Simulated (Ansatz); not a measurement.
## Geometry relaxation, with input and output: Ta (part 4 of 4)

Continued. System: Ta (slab, 26 atoms in the cell). Method: DFT PBE, scalar-relativistic, plane waves, PAW, no spin polarisation (Ansatz 0.2.0); cutoff 420 eV, 2×10×1 k-mesh, Gaussian smearing of 0.1 eV. The structure derives from an entry of the Crystallography Open Database. The input holds or restrains some coordinates. Forces given for the steps count only the free coordinates. It belongs to a series of runs on one base structure; here: stripe over 2 of 6 cells, two steps.

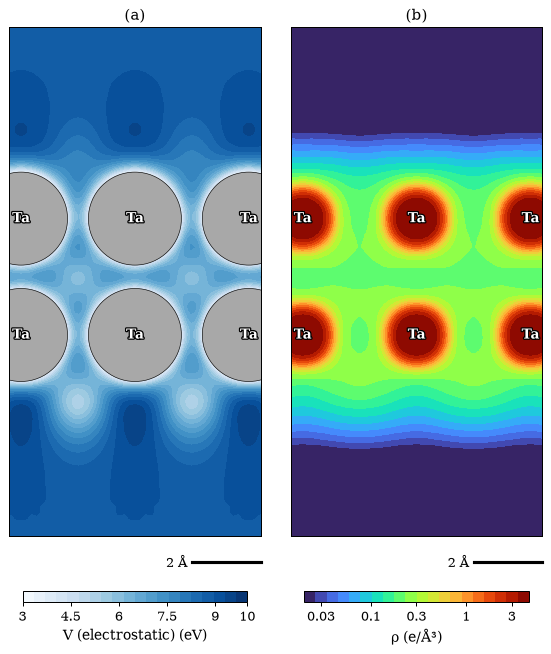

*(a) electrostatic potential energy of an electron; (b) valence charge density (pseudo) on the (100) plane of the calculation cell, a cut from vacuum to vacuum. Grey discs, where drawn, cover atomic cores.*

Atoms in the plane: Ta. The density dies away to nearly zero in the vacuum.

Key numbers

- outcome: converged under the restraints of the input
- electrons treated: 338
- free energy: −258215.7380 eV
- Fermi energy: 5.015 eV
- gap on the k-point mesh: none (metallic)
- final volume: 1231.69 Å³
- largest force (length of the vector) at the end, held atoms and coordinates included: 1.539 eV/Å
- hardware: 4 threads of Intel Xeon (Sapphire Rapids), 32 GiB of memory available, shared host
- wall time: 7.8 min (CPU time 30 min)
- peak memory: 5.3 GiB

Notes

Warnings of the run: the density in the vacuum is higher than it should be, so vacuum levels may be off; the exchange-correlation potential is rough where the density is thin. Spin–orbit coupling is left out, which matters for Ta.
